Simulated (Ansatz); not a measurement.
## HfO2: an electron-density study

Space group P4_2/nmc; the calculation finds a residual pressure of about 10 GPa at this fixed cell. This isn't the usual form at ambient conditions. The cell comes from a database of computed structures, not from a measurement.

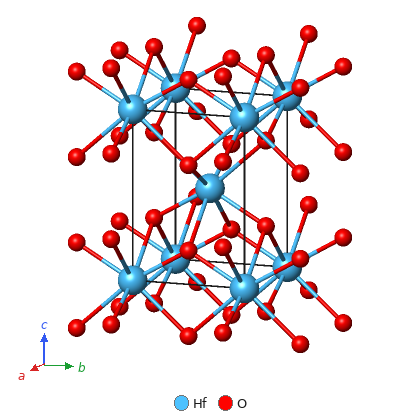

The conventional cell.

Input

```
crystal:
  lattice:
    - [3.55801933, 0.0, 0.0]
    - [0.0, 3.55801933, 0.0]
    - [0.0, 0.0, 5.17186121]
  atoms:
    - { symbol: Hf, position: [0.5, 0.5, 0.5] }
    - { symbol: Hf, position: [0.0, 0.0, 0.0] }
    - { symbol: O, position: [0.0, 0.5, 0.69720788] }
    - { symbol: O, position: [0.5, 0.0, 0.80279212] }
    - { symbol: O, position: [0.5, 0.0, 0.30279212] }
    - { symbol: O, position: [0.0, 0.5, 0.19720788] }
basis:
  ecutwfc: 420
  fft_grid_basis: typed
kpoints:
  mp_grid: { grid: [8, 8, 6] }
hamiltonian:
  xc: pbe
scf:
  occupations: { method: gaussian, width: 0.05 }
output:
  forces: true
  stress: true
  eigenvalues: true
  bader: true
  write_density: true
  volumetric_format: npy
  elf: true
```

Launched as:

```sh
ansatz run input.yaml --threads 2 --pin off --max-ram 4096MiB --backend cpu --events-out ev --progress --plain --runs-dir out
```

The picture shows the conventional cell (a = 3.56 Å, b = 3.56 Å, c = 5.17 Å, α = 90.00°, β = 90.00°, γ = 90.00°).

All numbers below come from DFT PBE, scalar-relativistic, plane waves, PAW in Ansatz 0.2.0.

Core electrons are frozen (PAW), so the maps are meaningful between the atoms, not at the nuclei.

Part 1: Bonding charge

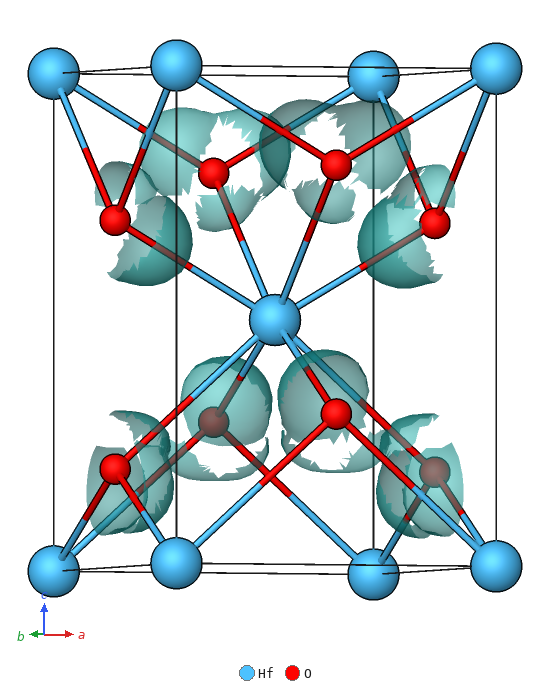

Bonding charge density, ρ(crystal) − Σ ρ(neutral atoms): teal surfaces at +0.15, none at −0.15 e/Å³, in the conventional cell seen at an oblique angle (the regions close to the nuclei are left out). Cores are masked to 1.0 Å (Hf) and 0.6 Å (O).

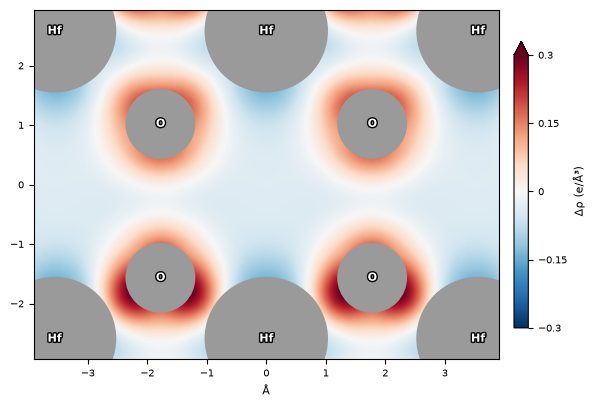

The same field as a map on the (100) plane of the conventional cell, with grey discs over the atomic cores.

Q: Describe the bonding charge.

A: Hf–O (2.05 Å): Δρ is +0.06 e/Å³ at the midpoint (inside or at the edge of a masked core, so read it with care).
- Hf–Hf (3.56 Å): Δρ is +0.017 e/Å³ at the midpoint.
- Over the whole cell, outside the masked cores, the largest gain lies at the edge of the masked core of O, and the largest loss lies at the edge of the masked core of Hf.
- In all about 0.33 e an atom is rearranged against the free atoms.
- Bader charges: Hf +2.65 and O −1.33 e.

Part 2: States by energy

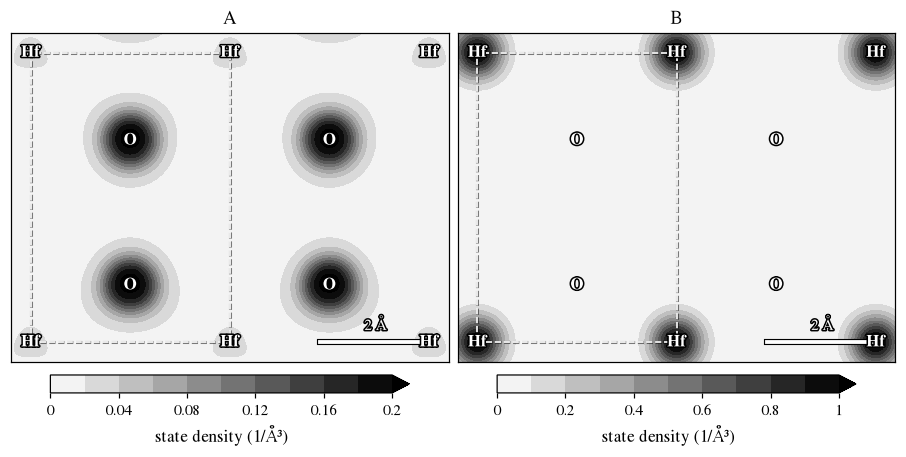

HfO2: densities of the states in two energy windows, on the (100) plane of the conventional cell.

Q: Match the panels to the energy ranges (zero at the valence-band maximum): −10.04 to −9.74 eV and −5.8 to 0.0 eV.

A: Panel A: −5.8 to 0.0 eV, the whole upper valence band, mainly O 2p (80 %) and Hf 5d (15 %).
Panel B: −10.04 to −9.74 eV, a separate group of bands, mainly Hf 4f (over 95 %).
The characters are Löwdin shares on a minimal set of atomic orbitals.

Part 3: Holes and electrons

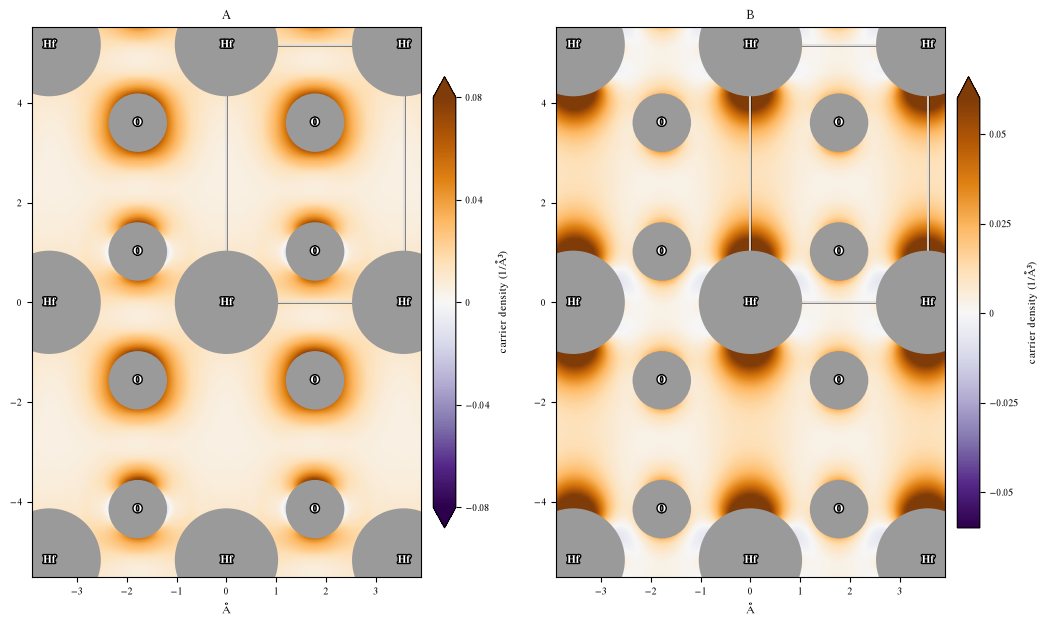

HfO2, doped once with holes and once with electrons (0.1 e in the calculation's cell of 6 atoms, uniform background, atoms fixed). Each panel shows the carrier's density (positive where it sits) on the (010) plane of the conventional cell; grey discs cover the cores. Cores are masked to 1.0 Å (Hf) and 0.6 Å (O).

Q: Which panel shows the hole and which the electron?

A: A is the hole: outside the cores it is densest at the edge of the masked core of O; it divides as O about 80 % and Hf about 20 %. B is the electron: outside the cores it is densest at the edge of the masked core of Hf; it divides as O about 55 % and Hf about 45 %. Shares are sums over atomic cells sized by the Bader volumes, which fill 30 % (Hf) and 70 % (O) of the cell, so only an excess over these marks a preference; they are shares of the net change, screening included, and the band-edge orbitals themselves can be more concentrated.

Part 4: Moving an atom

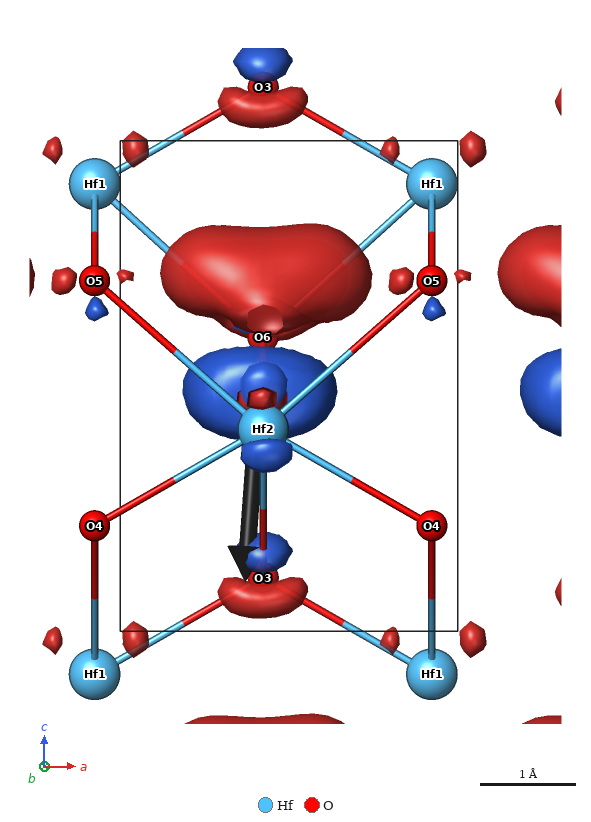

O6 was moved by 0.05 Å roughly along [0 0 −1] in the axes of the cell drawn (arrow, not to scale). Change of the density less the rigid motion of the neutral atom's own density: blue surfaces at +0.005 and red ones at −0.005 e/Å³, in the cell of the calculation (origin moved) seen along the b axis.

Q: How do the electrons respond beyond following the atom?

A: About 0.05 e is rearranged in the cell. Outside the cores the largest gain lies at the edge of the masked core of O, and the largest loss lies there too, on other sides.

Q: What restoring force does the calculation give for this move?

A: The force on it changes by 0.73 eV/Å along the move, against it: a stiffness of about 15 eV/Å² for this sublattice shift.

Part 5: Change of volume

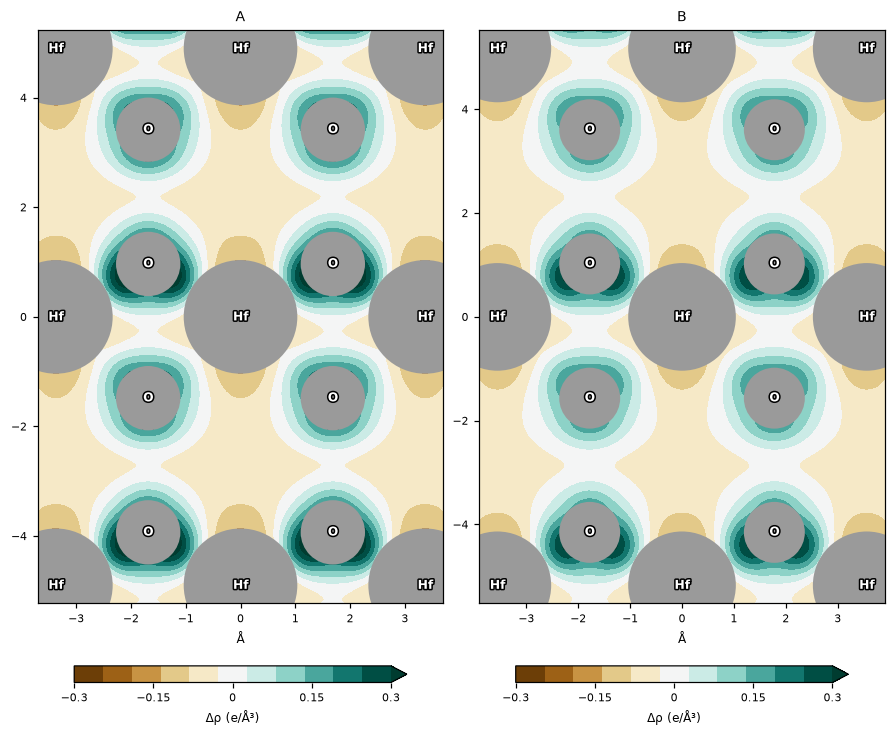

HfO2: deformation density on the (010) plane of the conventional cell at two volumes, with the same fractional coordinates and one colour scale. Grey discs cover the cores.

Q: Which panel is the larger cell, by how much, and what changes?

A: B is the larger cell: A has 85 % of the volume of B.
The pressure is 10 GPa in B and 73 GPa in A.
Bader charges in B: Hf +2.65 and O −1.33 e; in A: Hf +2.62 and O −1.31 e.
The rearranged charge is 0.33 e an atom in B and 0.33 e in A.
The scaled cell isn't relaxed: forces reach 1.3 eV/Å.

Part 6: Putting it together

Charge passes from Hf (Pauling electronegativity 1.30) to O (3.44), the direction that the scale predicts; the Bader charges fall short of whole formal charges, as they usually do. The hole favours O (80 % of it on 70 % of the volume), in line with the top of the valence band, which is mainly O 2p. The electron favours Hf (45 % of it on 30 % of the volume), in line with the bottom of the conduction band, which is mainly Hf 5d. A carrier enters the states at the band edge, and screening then spreads part of it over the cell. The two pressures give a mean stiffness −ΔP/Δln V of about 387 GPa over this range, with the atoms held at their fractional positions.

Run times: 19 s (base cell), 4.2 s (state densities), 18 s (hole), 19 s (electron), 38 s (moved atom) and 20 s (scaled cell), on 2 threads of Arm Neoverse V2, on a shared host.
